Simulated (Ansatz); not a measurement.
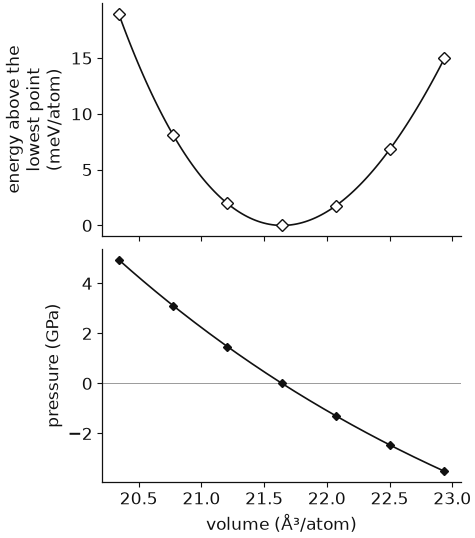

The figure shows the energy above the lowest point and pressure against volume for BaO, space group Fm-3m (No. 225) (one of a set of cubic test structures, which need not be the stable phase).

Calculation (Ansatz 0.2.0 development build): equation of state of a cubic crystal from periodic Kohn-Sham density functional theory without spin, third-order Birch-Murnaghan fit to the free energies; pressure corrected for the finite basis. Level: PBE.

- structure type: rock salt
- atoms in cell: 2
- space group number: 225
- lattice centring: face-centred primitive
- k mesh: 17×17×17
- occupation method: Fermi–Dirac
- occupation width: 0.06123 eV
- wave cutoff: 700 eV
- datasets: hard PAW
- density tolerance: 1e−09 eV
- bands: 17
- density cutoff ratio: 4
- search for lower states: default

Question: How stiff is the solid, and where is its volume at rest?

Answer: A third-order Birch–Murnaghan fit gives V0 = 21.64 Å³/atom, B0 = 69.1 GPa and B′ = 4.6.

Question: What does the pressure do across the range?

Answer: It falls from 4.941 GPa at volume 20.34 Å³/atom to −3.512 GPa at 22.94 Å³/atom, and changes sign near 21.64 Å³/atom.
